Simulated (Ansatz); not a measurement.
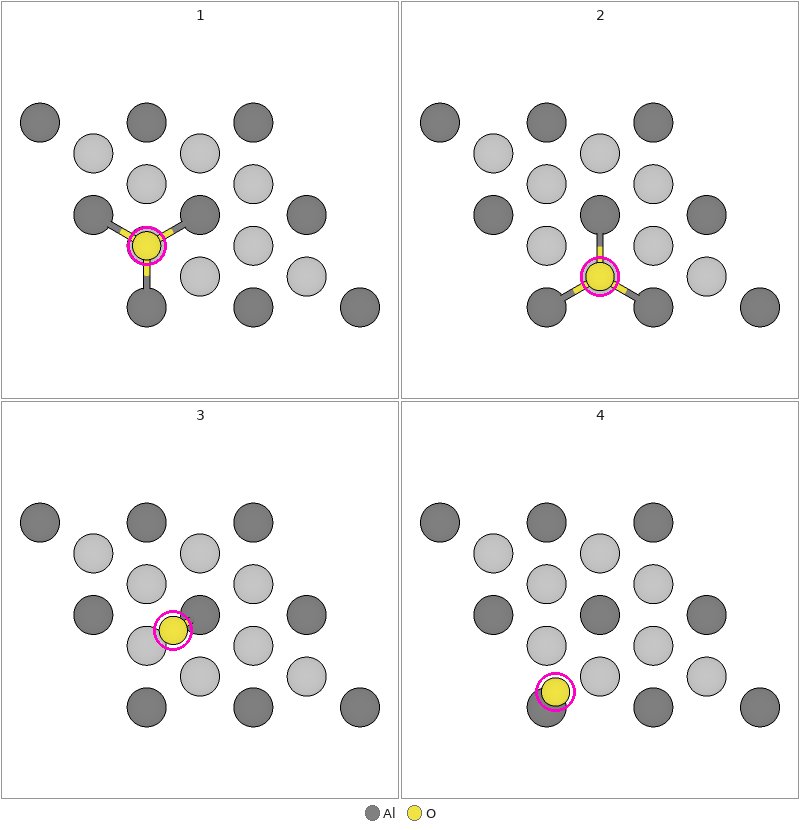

O on an Al(001) slab cut from the P6_3/mmc phase, its upper half relaxed before the scan (36 atoms of substrate and one adsorbate in a 2 × 2 cell). O is moved over the surface cell; relaxed at each place: the height of the adsorbate's atoms; substrate rigid; the origin of the map has the adsorbate above Al33. Places are given modulo a cell vector. The map is drawn in real space over the plane of the surface. The scan uses a 6 × 6 grid; 10 points were computed and 26 follow by symmetry. Places are given in fractions of the 1 × 1 surface cell. Energies: eV, counted from the lowest grid point. Computed with DFT PBE, scalar-relativistic, plane waves, PAW in Ansatz. Settings: cutoff 420 eV, k-mesh 6×6×1, gaussian smearing 0.1 eV, no spin polarisation.

The numbered pictures are structures from this grid. Rings mark the moved atoms.

Question: Which is the most stable, and how do the others follow?

Answer: 1, at a threefold hollow over a third-layer Al atom, (2/6, 4/6) of the cell vectors: 0.00 eV; 2, at a threefold hollow over a second-layer Al atom, (4/6, 2/6) of the cell vectors: 0.41 eV; 3, at (4/6, 5/6) of the cell vectors [nearest 1 Al at 1.67 Å]: 2.12 eV; 4, at (1/6, 1/6) of the cell vectors [nearest 1 Al at 1.67 Å]: 2.69 eV.

The map, with the structures marked:

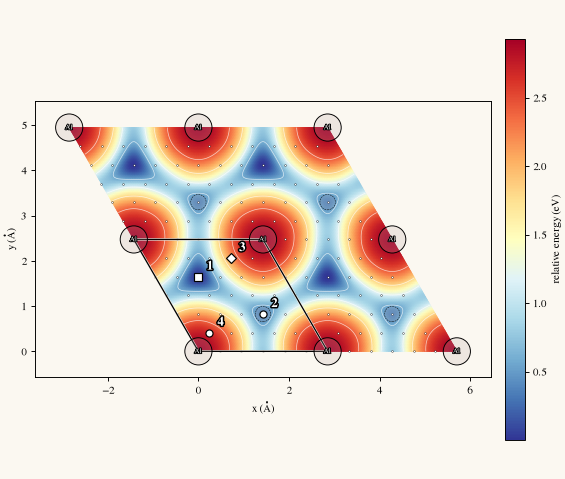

Drawn: a smooth colour map with a few white contour lines, dots at the grid points, labelled circles for the atoms of the top layer and small ones for the second layer, the outline of one cell of the 2 × 2 shown. Between grid points the surface is interpolated.

PAW datasets: the set soft_1.
